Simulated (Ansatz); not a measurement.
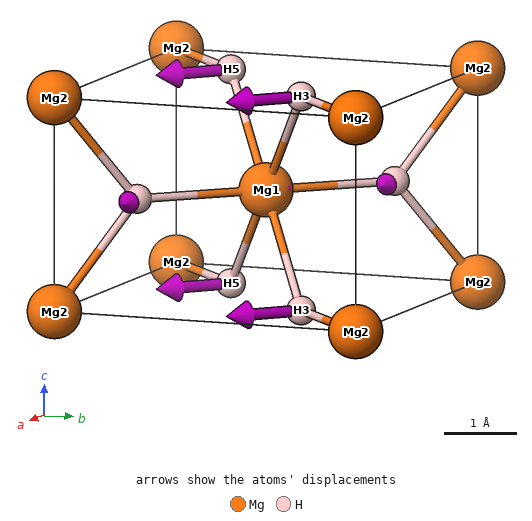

One vibrational mode of crystalline MgH2 (a generated structure) at the zone centre. Displacements are drawn as purple arrows; their common scale and sign are arbitrary. Style: ball-and-stick. Shown: the cell of the calculation, slightly off an axis.

The calculation used Ansatz 0.2.0, DFT PBE, scalar-relativistic, plane waves, PAW. Settings: plane-wave cutoff 420 eV; k-point mesh 6 × 6 × 8; occupations fixed; no spin polarisation.

Frequencies are those without the non-analytic (LO–TO) term.

Give the symmetry, activity and frequency of this mode.

This is the E_u mode (doubly degenerate; one member of the set is drawn) at 519 cm⁻¹, optical level 4 of 11, counted from below, infrared-active by symmetry. It mainly bends the H–Mg bonds; the kinetic energy is shared as H 93 %, Mg 7 %. Its infrared intensity is 97 (D/Å)²/amu for the set.
